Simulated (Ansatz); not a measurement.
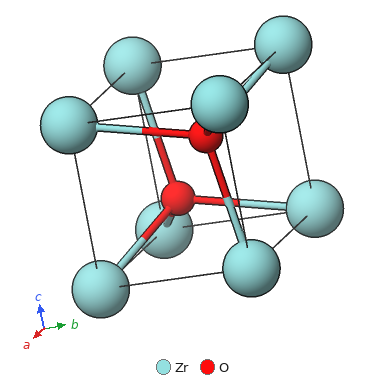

System: ZrO₂, space group Fm-3m (No. 225). The picture shows the cell.

Input file:
```
crystal:
  lattice:
    - [0.0, 2.4633403647, 2.4633403647]
    - [2.4633403647, 0.0, 2.4633403647]
    - [2.4633403647, 2.4633403647, 0.0]
  atoms:
    - { symbol: Zr, position: [0.0, 0.0, 0.0] }
    - { symbol: O, position: [0.25, 0.25, 0.25] }
    - { symbol: O, position: [0.75, 0.75, 0.75] }
basis:
  ecutwfc: 420
kpoints:
  mp_grid: { grid: [8, 8, 8] }
hamiltonian:
  xc: pbesol
scf:
  occupations: { method: fixed }
output:
  eigenvalues: true
phonons:
  method: dfpt
  dielectric: true
  rigid_motions: translations
  eigenvectors: true
```

Run as:
```bash
ansatz run input.yaml --threads 1 --pin off --max-ram 3072MiB --backend cpu --events-out ev --progress --plain --runs-dir out
```

Computed with Ansatz 0.2.0: Born effective charges by linear response at the zone centre, in units of the proton charge, Cartesian axes of the given cell; plane waves with PAW datasets. Level: PBEsol, no spin polarisation.

```tsv
setting	value
wave cutoff	420 eV
k mesh	8×8×8
occupations	fixed
pressure	25 GPa
```

Predict the mean Born effective charge of each atom. The cases: Zr; O 1; O 2.

The largest in size is that of Zr, 5.77 e, and the charges add up to 0.00 e. The charges are isotropic.

| atom | mean Born effective charge (e) |
| --- | --- |
| Zr | 5.772 |
| O 1 | −2.886 |
| O 2 | −2.886 |

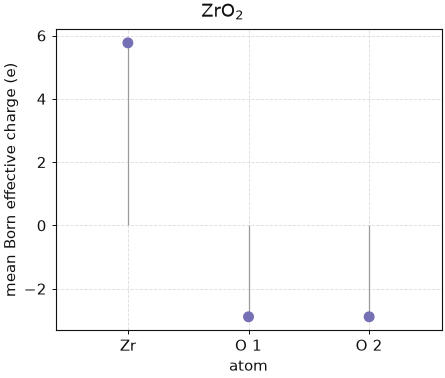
